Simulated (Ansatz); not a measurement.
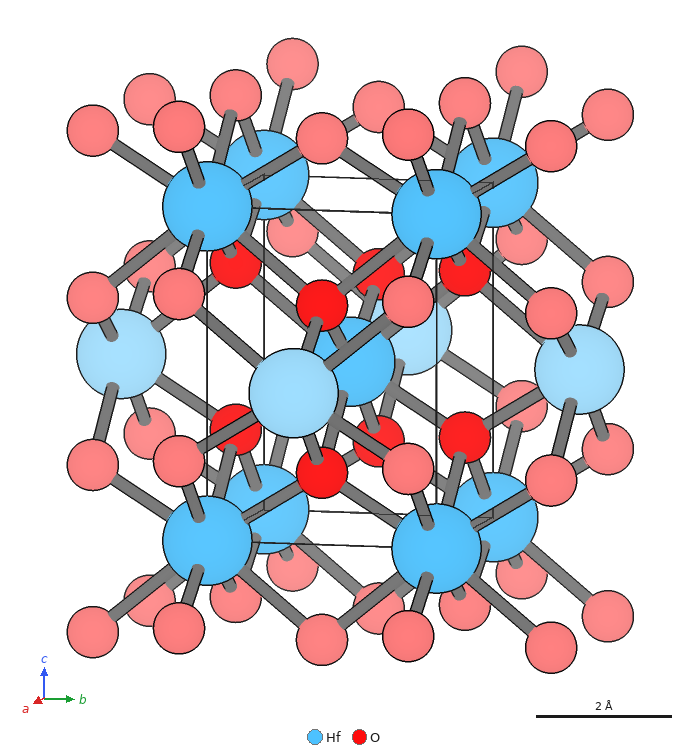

View slightly off an axis, drawn as a ball-and-stick model. Lines trace the edges of the conventional unit cell. Bonded atoms from the next cells complete the picture, in fainter colours. Cell: a = 3.513 Å, b = 3.513 Å, c = 5.023 Å, α = 90.00°, β = 90.00°, γ = 90.00°.

Describe the arrangement of the atoms.

This is HfO2. It is primitive tetragonal, space group P4_2/nmc (No. 137). It has 6 atoms to the cell (2 Hf, 4 O). The coordination shell of Hf holds eight O in a distorted cubic arrangement at about 2.1 to 2.3 Å. Around each O lie four Hf in a distorted tetrahedral arrangement at about 2.1 to 2.3 Å. Not all metal-metal contacts are counted. The bonds build a three-dimensional framework.

The initial geometry was a structure listed in the Materials Project. It was relaxed with DFT PBE, scalar-relativistic, plane waves, PAW (Ansatz 0.2.0) under a constraint or pressure on the cell, so some stress remains.

At this level of theory the cell isn't at rest (compressed, at 22 GPa), so its distances can differ from those at equilibrium, the more so the softer the solid.
